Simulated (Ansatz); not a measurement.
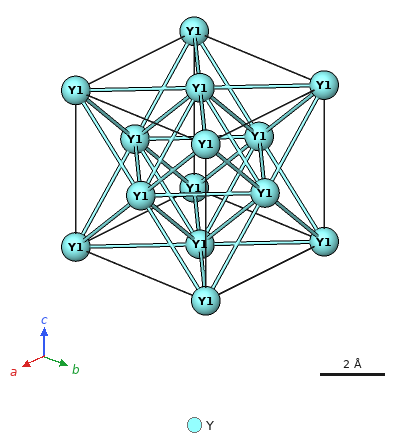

*The structure as given in the input (ball-and-stick view of the cell 4 times as large as that of the calculation, set on its symmetry axes, seen at an oblique angle; atoms are numbered from 1 in the order of the input).*

Near neighbours in the crystal (not all of them lie inside the picture): Y has 12 Y at 3.90 Å.

# Y: geometry relaxation

The run: geometry relaxation of Y (Fm-3m, 1 atom in the cell). Method and program: DFT PBE, scalar-relativistic, plane waves, PAW, no spin polarisation (Ansatz 0.2.0).

The structure was made by swapping elements on the sites of another compound; it need not be a known phase. It belongs to a series of runs on one base structure; here: Al -> Y on all its sites, cell and atoms relaxed. Figures and captions count atoms from 1; the log counts them from 0 in places.

Input file:
```yaml
crystal:
  lattice:
    - [0.0, 2.7541910625, 2.7541910625]
    - [2.7541910625, 0.0, 2.7541910625]
    - [2.7541910625, 2.7541910625, 0.0]
  atoms:
    - { symbol: "Y", position: [0.0, 0.0, 0.0] }
basis:
  ecutwfc: 420
kpoints:
  mp_grid: { grid: [14, 14, 14] }
hamiltonian:
  xc: pbe
scf:
  occupations: { method: gaussian, width: 0.1 }
output:
  forces: true
  stress: true
  eigenvalues: true
  write_density: true
  write_potential: true
  elf: true
  volumetric_format: npy
relax:
  adjacent_minimum: "off"
  f_tol: 0.01
  max_steps: 60
  cell: { stress_tol: 0.1 }
```

Machine: 1 thread of AMD EPYC (Zen 3), 32 GiB of memory available, shared host.

Launch command:
```bash
ansatz run input.yaml --threads 1 --pin off --max-ram 2560MiB --backend cpu --events-out ev --progress --plain --runs-dir out
```

What the program printed:
```
Engine: ansatz 0.2.0, x86_64-unknown-linux-gnu
Pseudopotentials: kind: paw
Pseudopotential: Y, paw, valence charge 11, recommended cutoff 420 eV (normal), Y.paw.azcp
Functional definition: PBE
  parameter kappa = 0.804
  parameter beta = 0.06672455060314922
  exchange = pbe_x(kappa = kappa, mu = beta*pi^2/3)
  correlation = pbe_c(beta = beta)
Crystal: 1 atoms, lattice volume = 41.784 Å³
Basis set: ecut = 420 eV, 869 PW (Γ), exchange–correlation on 54×54×54 points (8 copies of the dense FFT grid, shifted against one another)
Bands: 10, of which v1, the nominal top of the filled ones, is band 6 counted from 1 (5 counted from 0)
Symmetry: 48 space group operations
Space group: Fm-3m (ITA 225), of the structure as read, at distance tolerance 3.5e-5 Å
k-points: 104 of 2744
Non-local potential: Y, projectors of the file, l = 0: 3, l = 1: 2, l = 2: 2, l = 3: 1
PAW form: soft (Blöchl's): semilocal exchange-correlation on the pseudo side does not see the compensation charge
PAW one-centre angular grid: Y, 590 points (default); XC on 64 Gauss nodes
Initial density: superposition of atomic densities (neutral atoms: chi_scale 0, normalization atom), corrected by the library's trained network
Initial wavefunctions: pseudopotential atomic-orbital guess
Functional: x = pbe(κ = 0.804, μ = 0.2195149727645171), c = pbe(β = 0.06672455060314922)
SCF iter   1: F=—  HF=-3848.416960 eV  |F-HF|=—  |Δ(HF+E_count)|=         —  Δρ=1.25e-3  dr2=4.16e-4  ethr=1.77e-3  ⟨swp⟩=5.1  Hψ=5821  notcnv=0
preconditioner: auto → none  [metal: Δε(μ)=0.015 eV  Ē_g=3.580 eV  σ=0.100 eV  W_gap=0.08  n_scr=8 (ndim 8)  ℏωp=9.9 eV  f_vac=0.000  D(μ)=2.38/eV (n_scr^D=14)  sad-step TF]
SCF iter   2: F=—  HF=-3848.417245 eV  |F-HF|=—  |Δ(HF+E_count)|=   2.85e-4  Δρ=6.92e-4  dr2=1.24e-4  ethr=3.78e-6  ⟨swp⟩=2.2  Hψ=2390  notcnv=0
SCF iter   3: F=—  HF=-3848.417462 eV  |F-HF|=—  |Δ(HF+E_count)|=   2.16e-4  Δρ=1.55e-4  dr2=1.18e-5  ethr=1.12e-6  ⟨swp⟩=3.0  Hψ=1500  notcnv=0
SCF iter   4: F=—  HF=-3848.417463 eV  |F-HF|=—  |Δ(HF+E_count)|=   1.20e-6  Δρ=5.24e-5  dr2=5.35e-7  ethr=1.07e-7  ⟨swp⟩=2.1  Hψ=1473  notcnv=0
iter 5 did not close the SCF: its close was put off for the readings that it lacked (scf_convergence_deferred on its scf_iter line)
SCF iter   5: F=-3848.417463 eV  HF=-3848.417463 eV  |F-HF|=8.23e-10  |Δ(HF+E_count)|=   3.00e-7  Δρ=2.22e-6  dr2=7.52e-10  ethr=4.86e-9  ⟨swp⟩=2.0  Hψ=1567  notcnv=0
SCF iter   6: F=-3848.417463 eV  HF=-3848.417463 eV  |F-HF|=5.46e-12  |Δ(HF+E_count)|=  9.90e-10  Δρ=2.09e-7  dr2=4.70e-12  ethr=6.84e-12  ⟨swp⟩=4.5  Hψ=4890  notcnv=0
SCF 1 converged in 6 iterations: F = -3848.417463 eV  dr2 = 4.70e-12
  greatest PAW one-centre occupation: 0.993 electrons in one spin orbital (limit 2), on the Y atom at site 0 (counted from 0), in its partial waves of l = 0
relax step   1: F+E_penalty+E_count = -3848.41746313 eV  Δ(F+E_penalty+E_count) = +0.000e0 eV  max|allowed force component| = 0.000e0 eV/Å  Δτ_max = 0.0000 Å  P = -6.542 GPa  Ω = 41.784 Å³  (6 SCF iters, accepted)
Crystal: 1 atoms, lattice volume = 35.966 Å³
Basis set: ecut = 420 eV, 725 PW (Γ), exchange–correlation on 54×54×54 points (8 copies of the dense FFT grid, shifted against one another)
Initial density: handed on by an earlier stage of this run
Initial wavefunctions: those handed on with the density
iter 1 solved again at ethr=7.69e-6 eV; its pass at ethr=3.10e-3 eV (dr2=8.46e-4 eV) is discarded
SCF iter   1: F=—  HF=-3848.605587 eV  |F-HF|=—  |Δ(HF+E_count)|=         —  Δρ=1.75e-3  dr2=8.79e-4  ethr=7.69e-6  ⟨swp⟩=1.8  Hψ=8133  notcnv=0
preconditioner: auto → none  [metal: Δε(μ)=0.004 eV  Ē_g=4.061 eV  σ=0.100 eV  W_gap=0.02  n_scr=8 (ndim 8)  ℏωp=10.7 eV  f_vac=0.000  D(μ)=1.85/eV (n_scr^D=14)]
SCF iter   2: F=—  HF=-3848.605536 eV  |F-HF|=—  |Δ(HF+E_count)|=   5.09e-5  Δρ=8.71e-4  dr2=1.50e-4  ethr=7.69e-6  ⟨swp⟩=2.0  Hψ=1300  notcnv=0
SCF iter   3: F=—  HF=-3848.605573 eV  |F-HF|=—  |Δ(HF+E_count)|=   3.72e-5  Δρ=1.16e-4  dr2=3.52e-6  ethr=1.37e-6  ⟨swp⟩=2.3  Hψ=1634  notcnv=0
SCF iter   4: F=—  HF=-3848.605575 eV  |F-HF|=—  |Δ(HF+E_count)|=   1.45e-6  Δρ=2.93e-5  dr2=1.07e-7  ethr=3.20e-8  ⟨swp⟩=2.9  Hψ=1602  notcnv=0
SCF iter   5: F=-3848.605575 eV  HF=-3848.605575 eV  |F-HF|=1.26e-10  |Δ(HF+E_count)|=   1.16e-7  Δρ=1.16e-6  dr2=2.71e-10  ethr=9.09e-10  ⟨swp⟩=8.1  Hψ=6037  notcnv=0
SCF 2 converged in 5 iterations: F = -3848.605575 eV  dr2 = 2.71e-10
  greatest PAW one-centre occupation: 0.994 electrons in one spin orbital (limit 2), on the Y atom at site 0 (counted from 0), in its partial waves of l = 0
relax step   2: F+E_penalty+E_count = -3848.60557483 eV  Δ(F+E_penalty+E_count) = -1.881e-1 eV  max|allowed force component| = 0.000e0 eV/Å  Δτ_max = 0.0000 Å  P = -3.418 GPa  Ω = 35.966 Å³  energy of the carried Pulay correction = +1.030e-4 eV  (5 SCF iters, dr2 threshold 1.00e-7 eV, accepted)
Crystal: 1 atoms, lattice volume = 31.233 Å³
Basis set: ecut = 420 eV, 609 PW (Γ), exchange–correlation on 54×54×54 points (8 copies of the dense FFT grid, shifted against one another)
iter 1 solved again at ethr=4.36e-6 eV; its pass at ethr=3.10e-3 eV (dr2=4.80e-4 eV) is discarded
SCF iter   1: F=—  HF=-3848.639936 eV  |F-HF|=—  |Δ(HF+E_count)|=         —  Δρ=1.88e-3  dr2=5.23e-4  ethr=4.36e-6  ⟨swp⟩=2.1  Hψ=8087  notcnv=0
preconditioner: auto → none  [metal: Δε(μ)=0.008 eV  Ē_g=4.552 eV  σ=0.100 eV  W_gap=0.05  n_scr=8 (ndim 8)  ℏωp=11.5 eV  f_vac=0.000  D(μ)=1.67/eV (n_scr^D=14)]
SCF iter   2: F=—  HF=-3848.640006 eV  |F-HF|=—  |Δ(HF+E_count)|=   6.95e-5  Δρ=8.65e-4  dr2=1.11e-4  ethr=4.36e-6  ⟨swp⟩=1.0  Hψ=1040  notcnv=0
SCF iter   3: F=—  HF=-3848.640053 eV  |F-HF|=—  |Δ(HF+E_count)|=   4.67e-5  Δρ=6.85e-5  dr2=5.89e-7  ethr=1.01e-6  ⟨swp⟩=2.2  Hψ=1610  notcnv=0
SCF iter   4: F=—  HF=-3848.640054 eV  |F-HF|=—  |Δ(HF+E_count)|=   1.45e-6  Δρ=1.36e-5  dr2=2.44e-8  ethr=9.09e-10  ⟨swp⟩=8.8  Hψ=6794  notcnv=0
SCF iter   5: F=-3848.640054 eV  HF=-3848.640054 eV  |F-HF|=1.95e-10  |Δ(HF+E_count)|=   8.75e-9  Δρ=2.31e-6  dr2=4.07e-10  ethr=2.21e-10  ⟨swp⟩=4.8  Hψ=4860  notcnv=0
SCF 3 converged in 5 iterations: F = -3848.640054 eV  dr2 = 4.07e-10
relax step   3: F+E_penalty+E_count = -3848.64005399 eV  Δ(F+E_penalty+E_count) = -3.448e-2 eV  max|allowed force component| = 0.000e0 eV/Å  Δτ_max = 0.0000 Å  P = +1.596 GPa  Ω = 31.233 Å³  energy of the carried Pulay correction = +2.060e-4 eV  (5 SCF iters, dr2 threshold 1.00e-7 eV, accepted)
Crystal: 1 atoms, lattice volume = 32.709 Å³
iter 1 solved again at ethr=6.13e-7 eV; its pass at ethr=3.10e-3 eV (dr2=6.74e-5 eV) is discarded
SCF iter   1: F=—  HF=-3848.645676 eV  |F-HF|=—  |Δ(HF+E_count)|=         —  Δρ=6.71e-4  dr2=6.95e-5  ethr=6.13e-7  ⟨swp⟩=2.4  Hψ=7870  notcnv=0
preconditioner: auto → none  [metal: Δε(μ)=0.010 eV  Ē_g=4.390 eV  σ=0.100 eV  W_gap=0.06  n_scr=8 (ndim 8)  ℏωp=11.2 eV  f_vac=0.000  D(μ)=1.73/eV (n_scr^D=14)]
SCF iter   2: F=—  HF=-3848.645683 eV  |F-HF|=—  |Δ(HF+E_count)|=   6.96e-6  Δρ=2.93e-4  dr2=1.35e-5  ethr=6.13e-7  ⟨swp⟩=2.0  Hψ=1608  notcnv=0
SCF iter   3: F=—  HF=-3848.645690 eV  |F-HF|=—  |Δ(HF+E_count)|=   6.81e-6  Δρ=3.89e-5  dr2=1.88e-7  ethr=1.22e-7  ⟨swp⟩=2.3  Hψ=1494  notcnv=0
SCF iter   4: F=-3848.645690 eV  HF=-3848.645690 eV  |F-HF|=4.99e-9  |Δ(HF+E_count)|=   1.57e-7  Δρ=8.32e-6  dr2=7.07e-9  ethr=9.09e-10  ⟨swp⟩=7.8  Hψ=5270  notcnv=0
SCF 4 converged in 4 iterations: F = -3848.645690 eV  dr2 = 7.07e-9
relax step   4: F+E_penalty+E_count = -3848.64568986 eV  Δ(F+E_penalty+E_count) = -5.636e-3 eV  max|allowed force component| = 0.000e0 eV/Å  Δτ_max = 0.0000 Å  P = -0.305 GPa  Ω = 32.709 Å³  energy of the carried Pulay correction = +1.716e-4 eV  (4 SCF iters, dr2 threshold 1.00e-7 eV, accepted)
Crystal: 1 atoms, lattice volume = 32.463 Å³
iter 1 solved again at ethr=1.28e-8 eV; its pass at ethr=3.10e-3 eV (dr2=1.41e-6 eV) is discarded
SCF iter   1: F=—  HF=-3848.645941 eV  |F-HF|=—  |Δ(HF+E_count)|=         —  Δρ=1.06e-4  dr2=1.72e-6  ethr=1.28e-8  ⟨swp⟩=3.5  Hψ=7750  notcnv=0
preconditioner: auto → none  [metal: Δε(μ)=0.008 eV  Ē_g=4.417 eV  σ=0.100 eV  W_gap=0.05  n_scr=8 (ndim 8)  ℏωp=11.3 eV  f_vac=0.000  D(μ)=1.72/eV (n_scr^D=14)]
SCF iter   2: F=—  HF=-3848.645940 eV  |F-HF|=—  |Δ(HF+E_count)|=   5.40e-7  Δρ=4.63e-5  dr2=3.40e-7  ethr=1.28e-8  ⟨swp⟩=2.0  Hψ=1536  notcnv=0
SCF iter   3: F=-3848.645940 eV  HF=-3848.645940 eV  |F-HF|=1.88e-9  |Δ(HF+E_count)|=   1.21e-7  Δρ=5.15e-6  dr2=3.31e-9  ethr=9.09e-10  ⟨swp⟩=7.5  Hψ=5387  notcnv=0
SCF 5 converged in 3 iterations: F = -3848.645940 eV  dr2 = 3.31e-9
relax step   5: F+E_penalty+E_count = -3848.64594036 eV  Δ(F+E_penalty+E_count) = -2.505e-4 eV  max|allowed force component| = 0.000e0 eV/Å  Δτ_max = 0.0000 Å  P = -0.012 GPa  Ω = 32.463 Å³  energy of the carried Pulay correction = +1.772e-4 eV  (3 SCF iters, dr2 threshold 1.00e-7 eV, accepted)
Basis set: ecut = 420 eV, 609 PW (Γ), exchange–correlation on 48×48×48 points (8 copies of the dense FFT grid, shifted against one another)
Initial wavefunctions: pseudopotential atomic-orbital guess (no wavefunctions were taken with the density)
iter 1 solved again at ethr=6.48e-8 eV; its pass at ethr=3.10e-3 eV (dr2=7.12e-6 eV) is discarded
SCF iter   1: F=—  HF=-3848.645771 eV  |F-HF|=—  |Δ(HF+E_count)|=         —  Δρ=6.73e-5  dr2=1.33e-7  ethr=6.48e-8  ⟨swp⟩=3.0  Hψ=9075  notcnv=0
SCF iter   2: F=—  HF=-3848.645770 eV  |F-HF|=—  |Δ(HF+E_count)|=   5.13e-7  Δρ=3.34e-5  dr2=3.19e-8  ethr=1.21e-9  ⟨swp⟩=1.0  Hψ=1043  notcnv=0
SCF iter   3: F=—  HF=-3848.645771 eV  |F-HF|=—  |Δ(HF+E_count)|=   7.82e-8  Δρ=7.86e-7  dr2=4.27e-11  ethr=2.90e-10  ⟨swp⟩=1.1  Hψ=1056  notcnv=0
SCF iter   4: F=-3848.645771 eV  HF=-3848.645771 eV  |F-HF|=0.00e0  |Δ(HF+E_count)|=  3.18e-12  Δρ=4.89e-8  dr2=4.38e-13  ethr=1.00e-12  ⟨swp⟩=5.4  Hψ=3685  notcnv=0
SCF 6 converged in 4 iterations: F = -3848.645771 eV  dr2 = 4.38e-13
relax step   6: F+E_penalty+E_count = -3848.64577051 eV  Δ(F+E_penalty+E_count) = +1.699e-4 eV  max|allowed force component| = 0.000e0 eV/Å  Δτ_max = 0.0000 Å  P = -0.013 GPa  Ω = 32.463 Å³  stress off target by 1.35e-2 GPa  SCF on the basis re-selected at this cell (its energy is not comparable with the rows above)  (4 SCF iters)
```

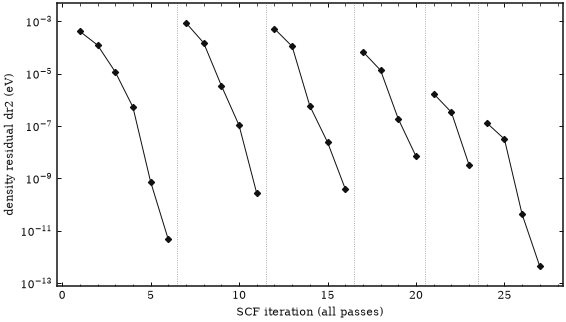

*Convergence of the self-consistent field: density residual dr2 against the SCF iteration. The dotted lines part the SCF passes of the relaxation: geometry steps, rejected trials and re-solves on a re-selected basis.*

The 6 passes take 3 to 6 iterations each, 27 in all.

```
basis re-selected at this cell: Δ(F+E_penalty+E_count) = +1.699e-4 eV, ΔP = -0.001 GPa vs the last step (what re-selecting the basis moved, of the pressure what is left beyond the Pulay correction that the steps carried, after the strain that the cell walked since its last selection, with what the two solves' SCF thresholds leave and, on support functions, any second-order correction that the steps lacked; it is no measure of the basis error at this ecutwfc). The dense FFT grid was sized anew with the basis: this SCF ran on 24×24×24 points, the steps before it on 27×27×27, so part of this shift can come from that change (see relax.cell in the input reference). This SCF's stress stands 1.35e-2 GPa from its target on what of the cell is left free (relax.cell.stress_tol is 1.00e-1 GPa) and its largest allowed force component is 0.00e0 eV/Å (relax.f_tol is 1.00e-2 eV/Å): within both
SCF converged after 4 iterations
Free energy (F): -3848.645771 eV
Harris-Foulkes:  -3848.645771 eV  (|F-HF|=0.00e0)
Internal energy: -3848.637170 eV  (E = F + TS)
E sigma→0 (E₀):  -3848.641470 eV
Entropy (-TS):   -0.008601 eV (-8.601 meV/atom)
Fermi energy:    9.530854 eV
--- Per-component energies (eV) ---
  E_band       = -119.853824
  E_kinetic    = 304.728991
  E_local      = -610.052328  (includes V_loc(G=0)·N_el)
  E_nonlocal   = 50.237953
  E_hartree    = 193.547866
  E_xc         = -172.946202
  E_vxc        = -198.559302  (∫ρ·V_xc dr)
  E_paw        = -2825.381688  (= ΣΔE_a)
  E_vpaw       = -53.304884  (= ΣTr[D̂ρ^β])
  E_aug_tail   = 0.000003  (compensation charges beyond the density's cutoff)
  E_ewald      = -788.771766
  E_smearing   = -0.008601  (= −TS)
  E_closure    = 0.000000  (closes the sum)
  Σ components = -3848.645771   (vs F -3848.645771, Δ=0.00e0)
--- Forces (eV/Å), atoms counted from 1 ---
  atom   1  Y      0.00000000    -0.00000000     0.00000000
  max |Σ_I F_I| component: 1.13e-32 eV/Å
--- Stress (GPa, compression-positive) ---
       -0.013467       0.000000       0.000000
        0.000000      -0.013467       0.000000
        0.000000       0.000000      -0.013467
  P = ⅓ Tr σ = -0.0135 GPa (-0.135 kbar)
--- Band table (eV; the first three rows and the last of 104) ---
  k-point 0: bands = ["-33.1179", "-12.8271", "-12.8271", "-12.8271", "4.8010", "11.3114", "11.3114", "11.3114", "13.3254", "13.3254"]
  k-point 1: bands = ["-33.1146", "-12.8570", "-12.8309", "-12.8309", "4.9278", "11.1666", "11.3717", "11.3717", "13.2576", "13.2576"]
  k-point 2: bands = ["-33.1055", "-12.9398", "-12.8414", "-12.8414", "5.2921", "10.8143", "11.5105", "11.5105", "13.1340", "13.1340"]
  k-point 103: bands = ["-33.0297", "-13.2366", "-13.1628", "-13.0389", "8.6964", "9.4912", "10.0824", "12.2853", "15.2009", "16.7226"]
--- Relaxed structure (5 steps of the walk, 5 accepted, 1 SCFs on fresh bases) ---
  F+E_penalty+E_count = -3848.64577051 eV   max|allowed force component| = 0.000e0 eV/Å   (the final SCF, on the basis selected at the relaxed cell)
  cell:  # Å, volume = 32.4628 Å³
    - [7.260905237164366e-34, 2.531932348905836, 2.531932348905836]
    - [2.5319323489058365, 1.05410508027646e-33, 2.531932348905836]
    - [2.5319323489058365, 2.531932348905836, -6.401061116325087e-34]
  atoms:
    - { symbol: Y, position: [0.0, 0.0, 0.0] }
```

Trajectory as extended XYZ (Å, eV, eV/Å), 6 frames, from step=1 to step=6:
```
1
Lattice="0.0000 2.7542 2.7542 2.7542 0.0000 2.7542 2.7542 2.7542 0.0000" Properties=species:S:1:pos:R:3:forces:R:3 step=1 energy=-3848.41746 pressure_GPa=-6.54
Y     0.0000    0.0000    0.0000    0.0000   0.0000   0.0000
1
Lattice="0.0000 2.6199 2.6199 2.6199 0.0000 2.6199 2.6199 2.6199 0.0000" Properties=species:S:1:pos:R:3:forces:R:3 step=2 energy=-3848.60558 pressure_GPa=-3.42
Y     0.0000    0.0000    0.0000    0.0000   0.0000   0.0000
1
Lattice="0.0000 2.4995 2.4995 2.4995 0.0000 2.4995 2.4995 2.4995 0.0000" Properties=species:S:1:pos:R:3:forces:R:3 step=3 energy=-3848.64005 pressure_GPa=1.60
Y     0.0000    0.0000    0.0000    0.0000   0.0000   0.0000
1
Lattice="0.0000 2.5383 2.5383 2.5383 0.0000 2.5383 2.5383 2.5383 0.0000" Properties=species:S:1:pos:R:3:forces:R:3 step=4 energy=-3848.64569 pressure_GPa=-0.30
Y     0.0000    0.0000    0.0000    0.0000   0.0000   0.0000
1
Lattice="0.0000 2.5319 2.5319 2.5319 0.0000 2.5319 2.5319 2.5319 0.0000" Properties=species:S:1:pos:R:3:forces:R:3 step=5 energy=-3848.64594 pressure_GPa=-0.01
Y     0.0000    0.0000    0.0000    0.0000   0.0000   0.0000
1
Lattice="0.0000 2.5319 2.5319 2.5319 0.0000 2.5319 2.5319 2.5319 0.0000" Properties=species:S:1:pos:R:3:forces:R:3 step=6 energy=-3848.64577 pressure_GPa=-0.01
Y     0.0000    0.0000    0.0000    0.0000   0.0000   0.0000
```

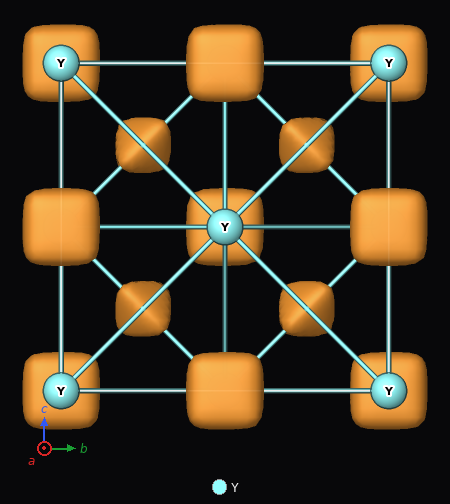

*Isosurface of the ELF at 0.55 (orange), seen along the a axis. Core shells and regions of very low density are left out. Sticks mark near contacts. The outline is the cell set on symmetry axes.*

Values along the shortest contacts: Y–Y (3.58 Å): the ELF is about 0.20 at the midpoint (no shared electron pair). The fields are those of the smooth PAW valence density.

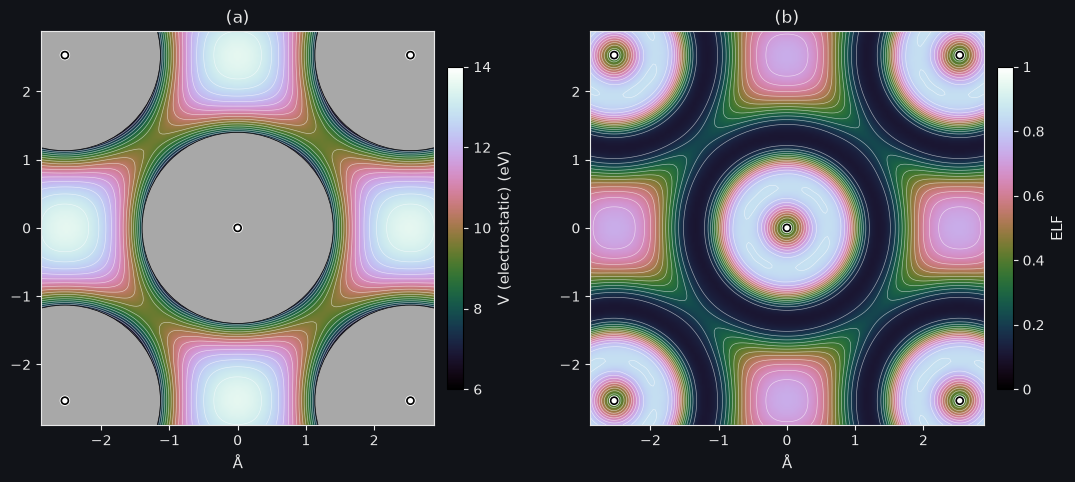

*(a) electrostatic potential energy of an electron; (b) ELF on the (001) plane of the conventional cell. Circles mark the nuclei in the plane (Y). Grey discs, where drawn, cover atomic cores.*

Atoms in the plane: Y. Y–Y (3.58 Å): the ELF is about 0.20 at the midpoint; no shared electron pair.  The strong features right at Y lie inside the PAW spheres (semicore, d or f shells) and say nothing about bonding. Outside the cores the potential energy rises away from the atoms and is highest about 2.5 Å from the nearest atoms; outside the discs it spans about 7 eV, and its zero is arbitrary.

Summary:

- outcome: converged
- space group (tolerance 0.01 Å): Fm-3m (225)
- electrons treated: 11
- free energy: −3848.6458 eV
- Fermi energy: 9.531 eV
- gap on the k-point mesh: none (metallic)
- pressure: −0.01 GPa
- final volume: 32.46 Å³
- largest force (length of the vector) at the end: under 0.001 eV/Å
- final cell: a = 3.581 Å, b = 3.581 Å, c = 3.581 Å, α = 60.00°, β = 60.00°, γ = 60.00°
- wall time: 14 s
- peak memory: 0.4 GiB
